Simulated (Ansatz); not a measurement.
**Geometry relaxation, with input and output: SnO2 (part 2 of 2)**

SnO2 (P-3m1, 3 atoms in the cell); DFT PBE, scalar-relativistic, plane waves, PAW, no spin polarisation (Ansatz 0.2.0); cutoff 420 eV, 12×12×6 k-mesh, Gaussian smearing of 0.02 eV. The structure was made by a generator, so it may or may not be a known phase.

Geometry of the input (Å; fractional positions):
```
3.2281  0.0000  0.0000
-1.6141  2.7956  0.0000
0.0000  0.0000  5.1835
Sn 0.0000  0.0000  0.0000
O  0.3333  0.6667  0.1950
O  0.6667  0.3333  0.8050
```

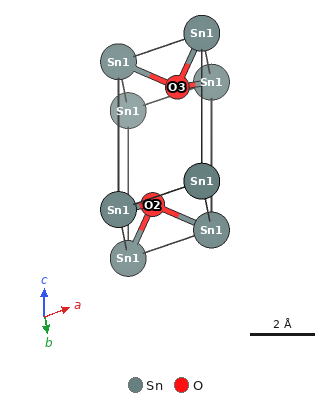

The geometry at step 6 of the log (ball-and-stick view of the cell of the calculation, seen at an oblique angle; atoms are numbered from 1 in the order of the input).

Output, continued:
```
Crystal: 3 atoms, lattice volume = 48.743 Å³
preconditioner: auto → none  [insulator: Δε(μ)=2.272 eV  Ē_g=19.564 eV  σ=0.020 eV  W_gap=1.00  n_scr=10 (ndim 8)  ℏωp=27.1 eV  f_vac=0.256  D(μ)=0.00/eV (n_scr^D=0)  ε∞_Penn≈2.9]
SCF 11 converged in 6 iterations: F = -7158.524220 eV  dr2 = 1.40e-11
relax step  11: F+E_penalty+E_count = -7158.52421974 eV  Δ(F+E_penalty+E_count) = +3.459e-4 eV  max|allowed force component| = 1.841e-4 eV/Å  Δτ_max = 0.0015 Å  P = +0.001 GPa  Ω = 48.743 Å³  energy of the carried Pulay correction = -2.400e-3 eV  (6 SCF iters, accepted)
Basis set: ecut = 420 eV, 967 PW (Γ), exchange–correlation on 48×48×80 points (8 copies of the dense FFT grid, shifted against one another)
preconditioner: auto → none  [insulator: Δε(μ)=2.271 eV  Ē_g=19.565 eV  σ=0.020 eV  W_gap=1.00  n_scr=10 (ndim 8)  ℏωp=27.1 eV  f_vac=0.255  D(μ)=0.00/eV (n_scr^D=0)  ε∞_Penn≈2.9]
SCF 12 converged in 6 iterations: F = -7158.526854 eV  dr2 = 7.58e-13
relax step  12: F+E_penalty+E_count = -7158.52685401 eV  Δ(F+E_penalty+E_count) = -2.634e-3 eV  max|allowed force component| = 2.229e-4 eV/Å  Δτ_max = 0.0000 Å  P = +0.017 GPa  Ω = 48.743 Å³  stress off target by 8.45e-2 GPa  SCF on the basis re-selected at this cell (its energy is not comparable with the rows above)  (6 SCF iters)
basis re-selected at this cell: Δ(F+E_penalty+E_count) = -2.634e-3 eV, ΔP = +0.016 GPa vs the last step (what re-selecting the basis moved, of the pressure what is left beyond the Pulay correction that the steps carried, after the strain that the cell walked since its last selection, with what the two solves' SCF thresholds leave and, on support functions, any second-order correction that the steps lacked; it is no measure of the basis error at this ecutwfc). The dense FFT grid was sized anew with the basis: this SCF ran on 24×24×40 points, the steps before it on 24×24×36, so part of this shift can come from that change (see relax.cell in the input reference). This SCF's stress stands 8.45e-2 GPa from its target on what of the cell is left free (relax.cell.stress_tol is 5.00e-2 GPa) and its largest allowed force component is 2.23e-4 eV/Å (relax.f_tol is 1.00e-2 eV/Å): not within both, so this SCF does not close the relaxation
Crystal: 3 atoms, lattice volume = 49.079 Å³
preconditioner: auto → none  [insulator: Δε(μ)=2.290 eV  Ē_g=19.552 eV  σ=0.020 eV  W_gap=1.00  n_scr=10 (ndim 8)  ℏωp=27.0 eV  f_vac=0.260  D(μ)=0.00/eV (n_scr^D=0)  ε∞_Penn≈2.9]
SCF 13 converged in 5 iterations: F = -7158.525524 eV  dr2 = 1.20e-8
relax step  13: F+E_penalty+E_count = -7158.52552447 eV  Δ(F+E_penalty+E_count) = +1.330e-3 eV  max|allowed force component| = 1.349e-5 eV/Å  Δτ_max = 0.0067 Å  P = +0.023 GPa  Ω = 49.079 Å³  energy of the carried Pulay correction = -1.431e-3 eV  (5 SCF iters, dr2 threshold 1.79e-8 eV, accepted)
preconditioner: auto → none  [insulator: Δε(μ)=2.285 eV  Ē_g=19.557 eV  σ=0.020 eV  W_gap=1.00  n_scr=10 (ndim 8)  ℏωp=27.0 eV  f_vac=0.259  D(μ)=0.00/eV (n_scr^D=0)  ε∞_Penn≈2.9]
SCF 14 converged in 6 iterations: F = -7158.526997 eV  dr2 = 5.25e-13
relax step  14: F+E_penalty+E_count = -7158.52699711 eV  Δ(F+E_penalty+E_count) = -1.473e-3 eV  max|allowed force component| = 3.191e-4 eV/Å  Δτ_max = 0.0000 Å  P = +0.031 GPa  Ω = 49.079 Å³  stress off target by 5.70e-2 GPa  SCF on the basis re-selected at this cell (its energy is not comparable with the rows above)  (6 SCF iters)
basis re-selected at this cell: Δ(F+E_penalty+E_count) = -1.473e-3 eV, ΔP = +0.008 GPa vs the last step (what re-selecting the basis moved, of the pressure what is left beyond the Pulay correction that the steps carried, after the strain that the cell walked since its last selection, with what the two solves' SCF thresholds leave and, on support functions, any second-order correction that the steps lacked; it is no measure of the basis error at this ecutwfc). This SCF's stress stands 5.70e-2 GPa from its target on what of the cell is left free (relax.cell.stress_tol is 5.00e-2 GPa) and its largest allowed force component is 3.19e-4 eV/Å (relax.f_tol is 1.00e-2 eV/Å): not within both, so this SCF does not close the relaxation
Crystal: 3 atoms, lattice volume = 49.358 Å³
Basis set: ecut = 420 eV, 979 PW (Γ), exchange–correlation on 48×48×80 points (8 copies of the dense FFT grid, shifted against one another)
preconditioner: auto → none  [insulator: Δε(μ)=2.295 eV  Ē_g=19.544 eV  σ=0.020 eV  W_gap=1.00  n_scr=10 (ndim 8)  ℏωp=27.0 eV  f_vac=0.264  D(μ)=0.00/eV (n_scr^D=0)  ε∞_Penn≈2.9]
SCF 15 converged in 6 iterations: F = -7158.525882 eV  dr2 = 1.66e-10
relax step  15: F+E_penalty+E_count = -7158.52588242 eV  Δ(F+E_penalty+E_count) = +1.115e-3 eV  max|allowed force component| = 1.676e-3 eV/Å  Δτ_max = 0.0054 Å  P = -0.006 GPa  Ω = 49.358 Å³  energy of the carried Pulay correction = -1.166e-3 eV  (6 SCF iters, dr2 threshold 8.11e-9 eV, accepted)
preconditioner: auto → none  [insulator: Δε(μ)=2.291 eV  Ē_g=19.548 eV  σ=0.020 eV  W_gap=1.00  n_scr=10 (ndim 8)  ℏωp=27.0 eV  f_vac=0.262  D(μ)=0.00/eV (n_scr^D=0)  ε∞_Penn≈2.9]
SCF 16 converged in 5 iterations: F = -7158.527069 eV  dr2 = 2.23e-11
relax step  16: F+E_penalty+E_count = -7158.52706900 eV  Δ(F+E_penalty+E_count) = -1.187e-3 eV  max|allowed force component| = 1.555e-3 eV/Å  Δτ_max = 0.0000 Å  P = -0.001 GPa  Ω = 49.358 Å³  stress off target by 5.01e-2 GPa  SCF on the basis re-selected at this cell (its energy is not comparable with the rows above)  (5 SCF iters)
basis re-selected at this cell: Δ(F+E_penalty+E_count) = -1.187e-3 eV, ΔP = +0.006 GPa vs the last step (what re-selecting the basis moved, of the pressure what is left beyond the Pulay correction that the steps carried, after the strain that the cell walked since its last selection, with what the two solves' SCF thresholds leave and, on support functions, any second-order correction that the steps lacked; it is no measure of the basis error at this ecutwfc). This SCF's stress stands 5.01e-2 GPa from its target on what of the cell is left free (relax.cell.stress_tol is 5.00e-2 GPa) and its largest allowed force component is 1.55e-3 eV/Å (relax.f_tol is 1.00e-2 eV/Å): not within both, so this SCF does not close the relaxation
Crystal: 3 atoms, lattice volume = 49.534 Å³
preconditioner: auto → none  [insulator: Δε(μ)=2.303 eV  Ē_g=19.542 eV  σ=0.020 eV  W_gap=1.00  n_scr=10 (ndim 8)  ℏωp=26.9 eV  f_vac=0.266  D(μ)=0.00/eV (n_scr^D=0)  ε∞_Penn≈2.9]
SCF 17 converged in 5 iterations: F = -7158.526364 eV  dr2 = 3.54e-9
relax step  17: F+E_penalty+E_count = -7158.52636404 eV  Δ(F+E_penalty+E_count) = +7.050e-4 eV  max|allowed force component| = 5.137e-4 eV/Å  Δτ_max = 0.0033 Å  P = +0.016 GPa  Ω = 49.534 Å³  energy of the carried Pulay correction = -7.300e-4 eV  (5 SCF iters, dr2 threshold 6.27e-9 eV, accepted)
iter 1 solved again at ethr=8.79e-8 eV; its pass at ethr=3.10e-3 eV (dr2=2.29e-5 eV) is discarded
SCF iter   1: F=—  HF=-7158.526962 eV  |F-HF|=—  |Δ(HF+E_count)|=         —  Δρ=5.10e-5  dr2=8.66e-8  ethr=8.79e-8  ⟨swp⟩=3.3  Hψ=14580  notcnv=0
preconditioner: auto → none  [insulator: Δε(μ)=2.301 eV  Ē_g=19.545 eV  σ=0.020 eV  W_gap=1.00  n_scr=10 (ndim 8)  ℏωp=26.9 eV  f_vac=0.266  D(μ)=0.00/eV (n_scr^D=0)  ε∞_Penn≈2.9]
SCF iter   2: F=—  HF=-7158.527004 eV  |F-HF|=—  |Δ(HF+E_count)|=   4.21e-5  Δρ=2.48e-5  dr2=2.19e-8  ethr=3.33e-10  ⟨swp⟩=2.4  Hψ=2781  notcnv=0
SCF iter   3: F=—  HF=-7158.527015 eV  |F-HF|=—  |Δ(HF+E_count)|=   1.04e-5  Δρ=7.24e-6  dr2=1.22e-8  ethr=8.43e-11  ⟨swp⟩=2.8  Hψ=2753  notcnv=0
SCF iter   4: F=—  HF=-7158.527015 eV  |F-HF|=—  |Δ(HF+E_count)|=   3.73e-7  Δρ=1.21e-6  dr2=2.49e-10  ethr=4.70e-11  ⟨swp⟩=2.0  Hψ=2411  notcnv=0
SCF iter   5: F=-7158.527015 eV  HF=-7158.527015 eV  |F-HF|=1.69e-10  |Δ(HF+E_count)|=   8.52e-9  Δρ=1.98e-7  dr2=1.25e-11  ethr=1.00e-12  ⟨swp⟩=5.4  Hψ=9450  notcnv=0
SCF 18 converged in 5 iterations: F = -7158.527015 eV  dr2 = 1.25e-11
relax step  18: F+E_penalty+E_count = -7158.52701511 eV  Δ(F+E_penalty+E_count) = -6.511e-4 eV  max|allowed force component| = 6.834e-4 eV/Å  Δτ_max = 0.0000 Å  P = +0.020 GPa  Ω = 49.534 Å³  stress off target by 2.21e-2 GPa  SCF on the basis re-selected at this cell (its energy is not comparable with the rows above)  (5 SCF iters)
basis re-selected at this cell: Δ(F+E_penalty+E_count) = -6.511e-4 eV, ΔP = +0.003 GPa vs the last step (what re-selecting the basis moved, of the pressure what is left beyond the Pulay correction that the steps carried, after the strain that the cell walked since its last selection, with what the two solves' SCF thresholds leave and, on support functions, any second-order correction that the steps lacked; it is no measure of the basis error at this ecutwfc). This SCF's stress stands 2.21e-2 GPa from its target on what of the cell is left free (relax.cell.stress_tol is 5.00e-2 GPa) and its largest allowed force component is 6.83e-4 eV/Å (relax.f_tol is 1.00e-2 eV/Å): within both
SCF converged after 5 iterations
Free energy (F): -7158.527015 eV
Harris-Foulkes:  -7158.527015 eV  (|F-HF|=1.69e-10)
Internal energy: -7158.527015 eV  (E = F + TS)
E sigma→0 (E₀):  -7158.527015 eV
Fermi energy:    5.373552 eV
--- Per-component energies (eV) ---
  E_band       = -178.245450
  E_kinetic    = 537.629463
  E_local      = -2548.517768  (includes V_loc(G=0)·N_el)
  E_nonlocal   = 66.360696
  E_hartree    = 1244.758316
  E_xc         = -526.993338
  E_vxc        = -281.137562  (∫ρ·V_xc dr)
  E_paw        = -4462.353236  (= ΣΔE_a)
  E_vpaw       = -442.101689  (= ΣTr[D̂ρ^β])
  E_aug_tail   = 0.004817  (compensation charges beyond the density's cutoff)
  E_ewald      = -1469.415964
  E_smearing   = -0.000000  (= −TS)
  E_closure    = -0.000000  (closes the sum)
  Σ components = -7158.527015   (vs F -7158.527015, Δ=0.00e0)
--- Forces (eV/Å), atoms counted from 1 ---
  atom   1  Sn     0.00000000    -0.00000000     0.00000000
  atom   2  O      0.00000000    -0.00000000    -0.00068340
  atom   3  O      0.00000000     0.00000000     0.00068340
  max |Σ_I F_I| component: 9.25e-18 eV/Å
--- Stress (GPa, compression-positive) ---
        0.018485       0.000000       0.000000
        0.000000       0.018485      -0.000000
        0.000000      -0.000000       0.022091
  P = ⅓ Tr σ = 0.0197 GPa (0.197 kbar)
--- Band table (eV; the first three rows and the last of 100) ---
  k-point 0: bands = ["-15.6619", "-15.4568", "-15.4568", "-15.2688", "-15.2688", "-13.5571", "-11.8473", "0.5856", "3.0543", "3.0543", "3.4819", "3.4819", "3.8971", "6.5237", "10.1164", "14.2639", "15.5359"]
  k-point 1: bands = ["-15.6619", "-15.4568", "-15.4568", "-15.2688", "-15.2688", "-13.5527", "-11.8541", "0.6226", "3.0530", "3.0530", "3.4844", "3.4844", "3.7644", "6.6920", "10.0634", "14.2895", "15.5325"]
  k-point 2: bands = ["-15.6617", "-15.4568", "-15.4568", "-15.2688", "-15.2688", "-13.5439", "-11.8679", "0.7015", "3.0494", "3.0494", "3.4883", "3.4883", "3.5225", "7.0145", "9.9419", "14.3520", "15.5250"]
  k-point 99: bands = ["-15.8750", "-15.8750", "-15.2911", "-15.2911", "-15.2670", "-11.3085", "-11.3085", "-2.0823", "0.6865", "0.6865", "1.6484", "4.1249", "4.1249", "10.4443", "13.6936", "14.5320", "14.5320"]
--- Relaxed structure (12 steps of the walk, 12 accepted, 6 SCFs on fresh bases) ---
  F+E_penalty+E_count = -7158.52701511 eV   max|allowed force component| = 6.834e-4 eV/Å   (the final SCF, on the basis selected at the relaxed cell)
  cell:  # Å, volume = 49.5342 Å³
    - [3.227795624018291, -5.9818275564982585e-33, 5.5142901613781506e-33]
    - [-1.6138978120091454, 2.7953530086240845, 6.103521168993858e-18]
    - [8.54280155224923e-34, 1.1316813809780656e-17, 5.4898739544019906]
  atoms:
    - { symbol: Sn, position: [8.25913404233784e-34, 1.3544846154239342e-34, -1.9870464826895104e-19] }
    - { symbol: O, position: [0.3333333333333332, 0.6666666666666664, 0.1842883270475733] }
    - { symbol: O, position: [0.6666666666666665, 0.3333333333333332, 0.8157116729524264] }
```

Trajectory as extended XYZ (Å, eV, eV/Å), 18 frames, from step=1 to step=18:
```
3
Lattice="3.2281 0.0000 0.0000 -1.6141 2.7956 0.0000 0.0000 0.0000 5.1835" Properties=species:S:1:pos:R:3:forces:R:3 step=1 energy=-7158.52449 pressure_GPa=0.19
Sn    0.0000    0.0000    0.0000    0.0000   0.0000   0.0000
O     0.0000    1.8638    1.0106    0.0000   0.0000   0.0032
O     1.6141    0.9319    4.1730    0.0000   0.0000  -0.0032
3
Lattice="3.2294 0.0000 0.0000 -1.6147 2.7968 0.0000 0.0000 0.0000 5.2198" Properties=species:S:1:pos:R:3:forces:R:3 step=2 energy=-7158.52341 pressure_GPa=0.03
Sn    0.0000    0.0000    0.0000    0.0000   0.0000   0.0000
O     0.0000    1.8645    1.0100    0.0000   0.0000   0.0055
O     1.6147    0.9323    4.2098    0.0000   0.0000  -0.0055
3
Lattice="3.2271 0.0000 0.0000 -1.6136 2.7948 0.0000 0.0000 0.0000 5.2696" Properties=species:S:1:pos:R:3:forces:R:3 step=3 energy=-7158.52196 pressure_GPa=0.01
Sn    0.0000    0.0000    0.0000    0.0000   0.0000   0.0000
O     0.0000    1.8632    1.0122    0.0000   0.0000  -0.0086
O     1.6136    0.9316    4.2573    0.0000   0.0000   0.0086
3
Lattice="3.2283 0.0000 0.0000 -1.6141 2.7958 0.0000 0.0000 0.0000 5.2650" Properties=species:S:1:pos:R:3:forces:R:3 step=4 energy=-7158.52201 pressure_GPa=-0.01
Sn    0.0000    0.0000    0.0000    0.0000   0.0000   0.0000
O     0.0000    1.8638    1.0110    0.0000   0.0000   0.0010
O     1.6141    0.9319    4.2540    0.0000   0.0000  -0.0010
3
Lattice="3.2283 0.0000 0.0000 -1.6141 2.7958 0.0000 0.0000 0.0000 5.2650" Properties=species:S:1:pos:R:3:forces:R:3 step=5 energy=-7158.52564 pressure_GPa=0.10
Sn    0.0000    0.0000    0.0000    0.0000   0.0000   0.0000
O     0.0000    1.8638    1.0110    0.0000   0.0000   0.0004
O     1.6141    0.9319    4.2540    0.0000   0.0000  -0.0004
3
Lattice="3.2282 0.0000 0.0000 -1.6141 2.7957 0.0000 0.0000 0.0000 5.3190" Properties=species:S:1:pos:R:3:forces:R:3 step=6 energy=-7158.52393 pressure_GPa=0.05
Sn    0.0000    0.0000    0.0000    0.0000   0.0000   0.0000
O     0.0000    1.8638    1.0111    0.0000   0.0000   0.0017
O     1.6141    0.9319    4.3079    0.0000   0.0000  -0.0017
3
Lattice="3.2286 0.0000 0.0000 -1.6143 2.7960 0.0000 0.0000 0.0000 5.3376" Properties=species:S:1:pos:R:3:forces:R:3 step=7 energy=-7158.52316 pressure_GPa=-0.05
Sn    0.0000    0.0000    0.0000    0.0000   0.0000   0.0000
O     0.0000    1.8640    1.0117    0.0000   0.0000  -0.0075
O     1.6143    0.9320    4.3260    0.0000   0.0000   0.0075
3
Lattice="3.2284 0.0000 0.0000 -1.6142 2.7959 0.0000 0.0000 0.0000 5.3396" Properties=species:S:1:pos:R:3:forces:R:3 step=8 energy=-7158.52311 pressure_GPa=-0.00
Sn    0.0000    0.0000    0.0000    0.0000   0.0000   0.0000
O     0.0000    1.8639    1.0112    0.0000   0.0000  -0.0003
O     1.6142    0.9320    4.3284    0.0000   0.0000   0.0003
3
Lattice="3.2284 0.0000 0.0000 -1.6142 2.7959 0.0000 0.0000 0.0000 5.3396" Properties=species:S:1:pos:R:3:forces:R:3 step=9 energy=-7158.52638 pressure_GPa=0.05
Sn    0.0000    0.0000    0.0000    0.0000   0.0000   0.0000
O     0.0000    1.8639    1.0112    0.0000   0.0000  -0.0008
O     1.6142    0.9320    4.3284    0.0000   0.0000   0.0008
3
Lattice="3.2283 0.0000 0.0000 -1.6142 2.7958 0.0000 0.0000 0.0000 5.3918" Properties=species:S:1:pos:R:3:forces:R:3 step=10 energy=-7158.52457 pressure_GPa=0.01
Sn    0.0000    0.0000    0.0000    0.0000   0.0000   0.0000
O     0.0000    1.8639    1.0113    0.0000   0.0000   0.0000
O     1.6142    0.9319    4.3805    0.0000   0.0000   0.0000
3
Lattice="3.2284 0.0000 0.0000 -1.6142 2.7959 0.0000 0.0000 0.0000 5.4000" Properties=species:S:1:pos:R:3:forces:R:3 step=11 energy=-7158.52422 pressure_GPa=0.00
Sn    0.0000    0.0000    0.0000    0.0000   0.0000   0.0000
O     0.0000    1.8639    1.0113    0.0000   0.0000   0.0002
O     1.6142    0.9320    4.3888    0.0000   0.0000  -0.0002
3
Lattice="3.2284 0.0000 0.0000 -1.6142 2.7959 0.0000 0.0000 0.0000 5.4000" Properties=species:S:1:pos:R:3:forces:R:3 step=12 energy=-7158.52685 pressure_GPa=0.02
Sn    0.0000    0.0000    0.0000    0.0000   0.0000   0.0000
O     0.0000    1.8639    1.0113    0.0000   0.0000  -0.0002
O     1.6142    0.9320    4.3888    0.0000   0.0000   0.0002
3
Lattice="3.2280 0.0000 0.0000 -1.6140 2.7955 0.0000 0.0000 0.0000 5.4389" Properties=species:S:1:pos:R:3:forces:R:3 step=13 energy=-7158.52552 pressure_GPa=0.02
Sn    0.0000    0.0000    0.0000    0.0000   0.0000   0.0000
O     0.0000    1.8637    1.0115    0.0000   0.0000   0.0000
O     1.6140    0.9318    4.4274    0.0000   0.0000   0.0000
3
Lattice="3.2280 0.0000 0.0000 -1.6140 2.7955 0.0000 0.0000 0.0000 5.4389" Properties=species:S:1:pos:R:3:forces:R:3 step=14 energy=-7158.52700 pressure_GPa=0.03
Sn    0.0000    0.0000    0.0000    0.0000   0.0000   0.0000
O     0.0000    1.8637    1.0115    0.0000   0.0000  -0.0003
O     1.6140    0.9318    4.4274    0.0000   0.0000   0.0003
3
Lattice="3.2284 0.0000 0.0000 -1.6142 2.7959 0.0000 0.0000 0.0000 5.4682" Properties=species:S:1:pos:R:3:forces:R:3 step=15 energy=-7158.52588 pressure_GPa=-0.01
Sn    0.0000    0.0000    0.0000    0.0000   0.0000   0.0000
O     0.0000    1.8639    1.0112    0.0000   0.0000   0.0017
O     1.6142    0.9320    4.4569    0.0000   0.0000  -0.0017
3
Lattice="3.2284 0.0000 0.0000 -1.6142 2.7959 0.0000 0.0000 0.0000 5.4682" Properties=species:S:1:pos:R:3:forces:R:3 step=16 energy=-7158.52707 pressure_GPa=-0.00
Sn    0.0000    0.0000    0.0000    0.0000   0.0000   0.0000
O     0.0000    1.8639    1.0112    0.0000   0.0000   0.0016
O     1.6142    0.9320    4.4569    0.0000   0.0000  -0.0016
3
Lattice="3.2278 0.0000 0.0000 -1.6139 2.7954 0.0000 0.0000 0.0000 5.4899" Properties=species:S:1:pos:R:3:forces:R:3 step=17 energy=-7158.52636 pressure_GPa=0.02
Sn    0.0000    0.0000    0.0000    0.0000   0.0000   0.0000
O     0.0000    1.8636    1.0117    0.0000   0.0000  -0.0005
O     1.6139    0.9318    4.4782    0.0000   0.0000   0.0005
3
Lattice="3.2278 0.0000 0.0000 -1.6139 2.7954 0.0000 0.0000 0.0000 5.4899" Properties=species:S:1:pos:R:3:forces:R:3 step=18 energy=-7158.52701 pressure_GPa=0.02
Sn    0.0000    0.0000    0.0000    0.0000   0.0000   0.0000
O     0.0000    1.8636    1.0117    0.0000   0.0000  -0.0007
O     1.6139    0.9318    4.4782    0.0000   0.0000   0.0007
```

Summary:

```tsv
quantity	value
outcome	converged
space group (tolerance 0.01 Å)	P-3m1 (164)
electrons treated	26
free energy	−7158.5270 eV
Fermi energy	5.374 eV
gap on the k-point mesh	2.30 eV
pressure	0.02 GPa
final volume	49.53 Å³
largest force (length of the vector) at the end	0.001 eV/Å
final cell	a = 3.228 Å, b = 3.228 Å, c = 5.490 Å, α = 90.00°, β = 90.00°, γ = 120.00°
hardware	1 thread of Arm Neoverse V1, 24 GiB of memory available, shared host
wall time	89 s
peak memory	0.39 GiB
```
